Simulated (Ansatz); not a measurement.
# A series of single points on HBr

System: HBr (I4/mmm, 4 atoms in the cell).
Method: DFT PBEsol, scalar-relativistic, plane waves, PAW, no spin polarisation (Ansatz 0.2.0).

The 7 runs differ only in the geometry, by a strain of the cell at fixed fractional positions. Against run 4, the strain is εzz = η. The structure derives from an entry of the Crystallography Open Database.

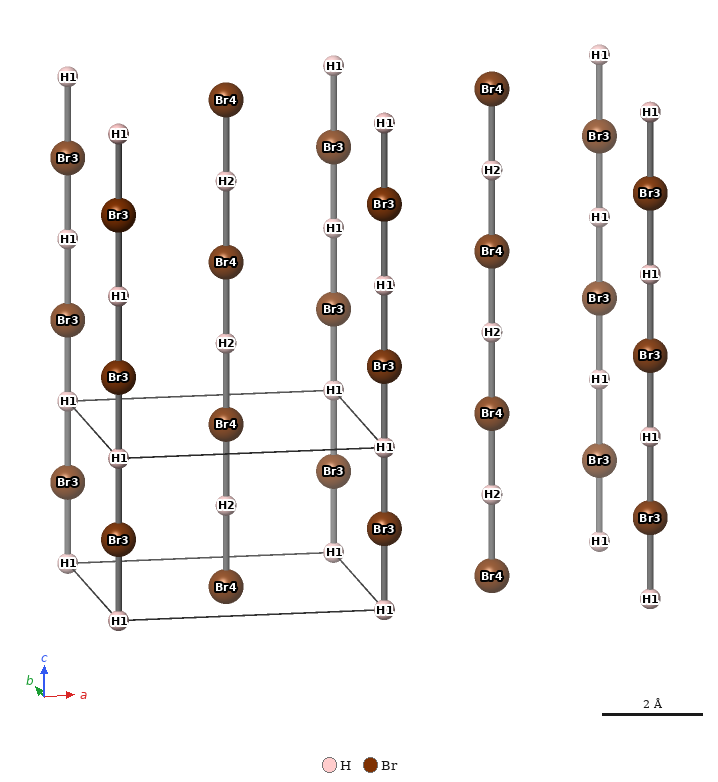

Figure 1. The structure of run 4 (ball-and-stick view of the cell of the calculation, repeated 2 × 1 × 3, seen slightly off an axis; atoms are numbered from 1 in the order of the input). An atom can appear more than once, as a periodic image.

**Input of run 4**
```yaml
crystal:
  lattice:
    - [5.4459128156, 0.0, 0.0]
    - [0.0, 5.4459128156, 0.0]
    - [0.0, 0.0, 3.3423027804]
  atoms:
    - { symbol: H, position: [0.0, 0.0, 0.0] }
    - { symbol: H, position: [0.5, 0.5, 0.5] }
    - { symbol: Br, position: [0.0, 0.0, 0.5] }
    - { symbol: Br, position: [0.5, 0.5, 0.0] }
basis:
  ecutwfc: 420
kpoints:
  mp_grid: { grid: [6, 6, 8] }
  band_path: { path: [VBM, CBM], npoints: 2 }
hamiltonian:
  xc: pbesol
scf:
  occupations: { method: gaussian, width: 0.02 }
output:
  forces: true
  stress: true
  eigenvalues: true
checkpoint:
  read: start.run
  write: ck
  compress: false
  write_wavefunctions: false
  write_every: 100000
```

Command:
```bash
ansatz run input.yaml --threads 1 --pin off --max-ram 2560MiB --backend cpu --events-out ev --progress --plain --runs-dir out
```

Lattice vectors (Å) and fractional positions of run 4:
```
   5.445913    0.000000    0.000000
   0.000000    5.445913    0.000000
   0.000000    0.000000    3.342303
H   0.000000  0.000000  0.000000
H   0.500000  0.500000  0.500000
Br  0.000000  0.000000  0.500000
Br  0.500000  0.500000  0.000000
```

Run 2 differs from it as follows:
```diff
-    - [0.0, 0.0, 3.3423027804]
+    - [0.0, 0.0, 3.2420336969]
```

**Results, with one run withheld**

```csv
run,strain parameter η (%),"free energy per atom, from the lowest run given (meV)",pressure (GPa),gap on the mesh (eV)
1,−4.5000,38.97,3.97,1.93
2,−3.0000,?,?,?
3,−1.5000,4.10,1.18,1.58
4,0.0000,0.00,0.04,1.43
5,1.5000,3.33,−0.96,1.26
6,3.0000,13.12,−1.84,1.10
7,4.5000,28.53,−2.60,0.96
```

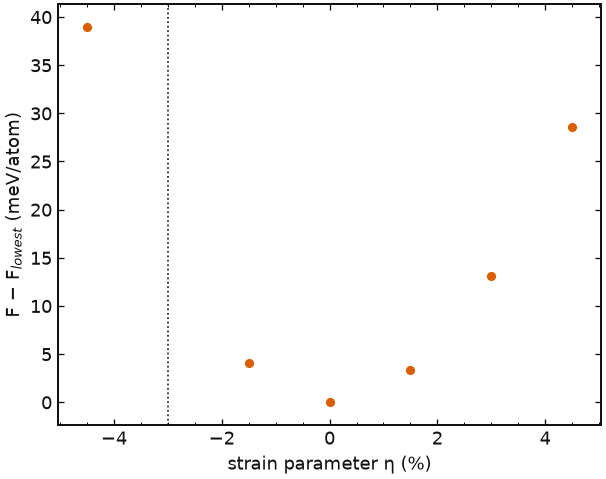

Figure 2. Free energy per atom of the runs given; the dotted line marks run 2.

Estimate the energy of run 2 from the others.

A cubic polynomial in the coordinate, fitted to the 6 runs given, misses them by at most 0.04 meV per atom. With x = η − 0.5000, it reads F = 0.29776 + 1.4686 x + 1.5938 x² − 0.049329 x³ (meV per atom). At run 2 it gives 16.80 meV per atom, and the run itself gives 16.68. The fit has its minimum at η = 0.0487 %. The gap on the mesh goes, without turning, from 1.93 eV in run 1 to 0.96 eV in run 7; run 2 has 1.75 eV. These are gaps of this functional on this mesh, which can miss the band edges; they aren't the measured gap.

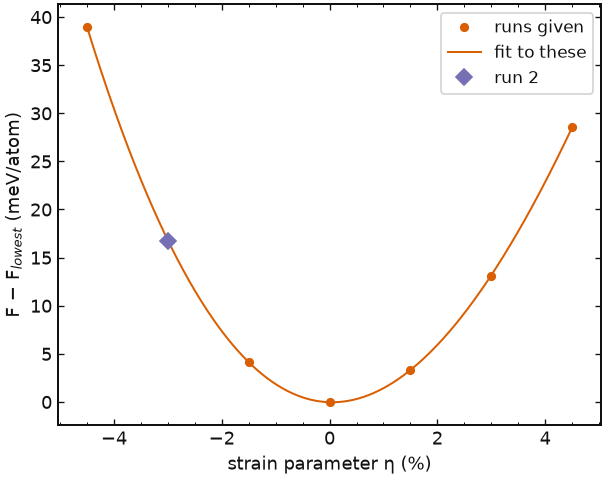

Figure 3. The fit and the withheld run.

**Output, shortened to warnings, some set-up lines, iterations and results (run 2)**
```
Basis set: ecut = 420 eV, 1855 PW (Γ), exchange–correlation on 80×80×48 points (8 copies of the dense FFT grid, shifted against one another)
Symmetry: 32 space group operations
k-points: 50 of 288
Initial density: read from a saved state, or passed on in memory by an earlier SCF of this step, an earlier step, the calling program or the single point that the run made first
[...]
SCF iter   1: F=—  HF=-5503.982250 eV  |F-HF|=—  |Δ(HF+E_count)|=         —  Δρ=2.07e-6  dr2=4.59e-9  ethr=3.18e-7  ⟨swp⟩=4.1  Hψ=6378  notcnv=0
SCF iter   2: F=-5503.982251 eV  HF=-5503.982251 eV  |F-HF|=5.73e-10  |Δ(HF+E_count)|=   1.98e-7  Δρ=9.66e-7  dr2=1.02e-9  ethr=2.87e-11  ⟨swp⟩=7.2  Hψ=3102  notcnv=0
SCF 1 converged in 2 iterations: F = -5503.982251 eV  dr2 = 1.02e-9
NSCF: frozen V_eff on 40 k-points
NSCF: frozen V_eff on 40 k-points
NSCF: frozen V_eff on 40 k-points
NSCF: frozen V_eff on 40 k-points
NSCF: frozen V_eff on 26 k-points
NSCF: frozen V_eff on 17 k-points
NSCF: frozen V_eff on 21 k-points
NSCF: frozen V_eff on 20 k-points
NSCF: frozen V_eff on 16 k-points
NSCF: frozen V_eff on 16 k-points
NSCF: frozen V_eff on 20 k-points
NSCF: frozen V_eff on 6 k-points
NSCF: frozen V_eff on 20 k-points
NSCF: frozen V_eff on 6 k-points
NSCF: frozen V_eff on 12 k-points
NSCF: frozen V_eff on 7 k-points
NSCF: frozen V_eff on 6 k-points
NSCF: frozen V_eff on 2 k-points
NSCF: frozen V_eff on 3 k-points
SCF converged after 2 iterations
Free energy (F): -5503.982251 eV
Harris-Foulkes:  -5503.982251 eV  (|F-HF|=5.73e-10)
Internal energy: -5503.982251 eV  (E = F + TS)
E sigma→0 (E₀):  -5503.982251 eV
Fermi energy:    -0.285240 eV
--- Per-component energies (eV) ---
  E_band       = -96.896724
  E_kinetic    = 292.472137
  E_local      = -626.491036  (includes V_loc(G=0)·N_el)
  E_nonlocal   = 144.282712
  E_hartree    = 173.187639
  E_xc         = -539.900777
  E_vxc        = -229.415668  (∫ρ·V_xc dr)
  E_paw        = -4406.348915  (= ΣΔE_a)
  E_vpaw       = -24.117991  (= ΣTr[D̂ρ^β])
  E_aug_tail   = -0.001861  (compensation charges beyond the density's cutoff)
  E_ewald      = -541.366692
  E_core_change = 0.184541  (= ΣΔE_core)
  E_smearing   = -0.000000  (= −TS)
  E_closure    = -0.000000  (closes the sum)
  Σ components = -5503.982251   (vs F -5503.982251, Δ=0.00e0)
--- Forces (eV/Å), atoms counted from 1 ---
  atom   1  H      0.00000000     0.00000000     0.00000000
  atom   2  H      0.00000000    -0.00000000     0.00000000
  atom   3  Br     0.00000000     0.00000000     0.00000000
  atom   4  Br    -0.00000000    -0.00000000     0.00000000
  max |Σ_I F_I| component: 1.17e-29 eV/Å
--- Stress (GPa, compression-positive) ---
        0.016903       0.000000       0.000000
       -0.000000       0.016903       0.000000
        0.000000       0.000000       7.423220
  P = ⅓ Tr σ = 2.4857 GPa (24.857 kbar)
```
